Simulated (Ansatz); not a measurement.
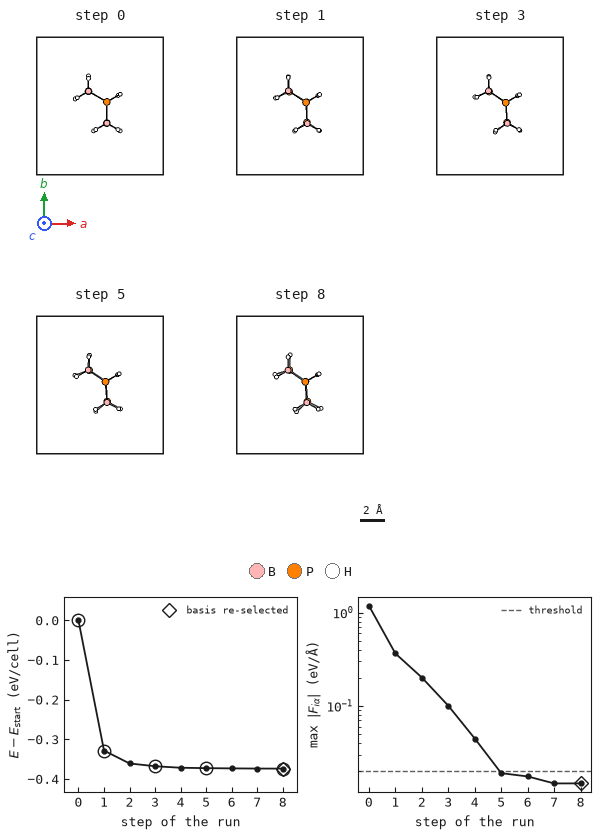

Frames of a relaxation of a wire of composition B3P3H10, marked on the history of the run. Style: ball-and-stick. Shown: the cell of the calculation, with the vacuum cut short, along the c axis.

Theory: Ansatz, DFT PBE, scalar-relativistic, plane waves, PAW; settings changed.

Input file:
```yaml
crystal:
  lattice:
    - [12.9, 0.0, 0.0]
    - [0.0, 14.1, 0.0]
    - [0.0, 0.0, 5.3056159552]
  atoms:
    - { symbol: B, position: [0.5620105334, 0.5090747076, 0.5003791147] }
    - { symbol: B, position: [0.5620105334, 0.3780553612, 0.0003791147] }
    - { symbol: B, position: [0.4379894666, 0.5745843807, 0.0003791147] }
    - { symbol: P, position: [0.5620105334, 0.5090747076, 0.8746208853] }
    - { symbol: P, position: [0.5620105334, 0.3780553612, 0.3746208853] }
    - { symbol: P, position: [0.4379894666, 0.5745843807, 0.3746208853] }
    - { symbol: H, position: [0.6371490655, 0.5487639379, 0.4241881174] }
    - { symbol: H, position: [0.4868720012, 0.3383661309, 0.9241881174] }
    - { symbol: H, position: [0.6371490655, 0.3383661309, 0.9241881174] }
    - { symbol: H, position: [0.3628509345, 0.5348951504, 0.9241881174] }
    - { symbol: H, position: [0.4379894666, 0.6539628414, 0.9241881174] }
    - { symbol: H, position: [0.6516716389, 0.5564349656, 0.9655378737] }
    - { symbol: H, position: [0.4723494278, 0.3306951032, 0.4655378737] }
    - { symbol: H, position: [0.6516716389, 0.3306951032, 0.4655378737] }
    - { symbol: H, position: [0.3483283611, 0.5272241227, 0.4655378737] }
    - { symbol: H, position: [0.4379894666, 0.6693048968, 0.4655378737] }
basis:
  ecutwfc: "51.4 Ry"
kpoints:
  mp_grid: { grid: [1, 1, 6] }
hamiltonian:
  xc: pbe
scf:
  occupations: { method: tetrahedron_uncorrected }
output:
  forces: true
  eigenvalues: true
  stress: true
relax:
  adjacent_minimum: "off"
  f_tol: 0.02
  max_steps: 45
  cell: { fix: [a, b, alpha, beta, gamma], stress_tol: 0.03 }
```

Run as
```bash
ansatz run input.yaml --threads 4 --pin off --max-ram 11264MiB --backend cpu --events-out ev --progress --plain --runs-dir out
```

Q: What happens along the run?

A: Over 7 accepted moves (8 points after the start) the energy falls by 0.374 eV per cell of the calculation. Largest force component: 1.2 eV/Å at the start, 0.015 eV/Å at the end. At 1 point the geometry stayed and the basis and grid were re-selected for the new cell (energy shift of 0.2 meV per cell of the calculation at most each time). The atom that moves furthest relative to the layer's centre is H15 (0.31 Å). Largest moves by element: H 0.31 Å, P 0.16 Å, B 0.12 Å. Along the periodic axis the drawn cell goes c 5.306 → 5.496 Å (+3.6 %). Among the contacts that change: B2–P5 1.986 → 1.957 Å, B1–H7 1.190 → 1.213 Å, B1–P5 1.964 → 1.946 Å, B1–P4 1.986 → 1.970 Å. Bond angles that change, for instance: H13–P5–H14 109.1° → 99.0°, B1–P5–B2 109.9° → 118.1°, B1–P4–H12 109.9° → 102.8°. Cost: 97 s on 4 threads of Arm Neoverse V1, on a shared host, peak memory 2 GiB. From step 0 to 1: P atoms move most (0.11 Å), energy −0.328 eV per cell of the calculation. From step 1 to 3: H atoms move most (0.10 Å), energy −39.5 meV per cell of the calculation. From step 3 to 5: H atoms move most (0.07 Å), energy −4.8 meV per cell of the calculation. From step 5 to 8: H15 moves most (0.08 Å), energy −1.2 meV per cell of the calculation.

```csv
step,"E − E(0), meV/atom","largest force component, eV/Å",note
0,0.00,1.1846,
1,-20.51,0.3648,
2,-22.53,0.2016,
3,-22.97,0.1005,
4,-23.21,0.0448,
5,-23.28,0.0191,
6,-23.31,0.0176,
7,-23.34,0.0148,
8,-23.35,0.0148,"same geometry, new basis"
```
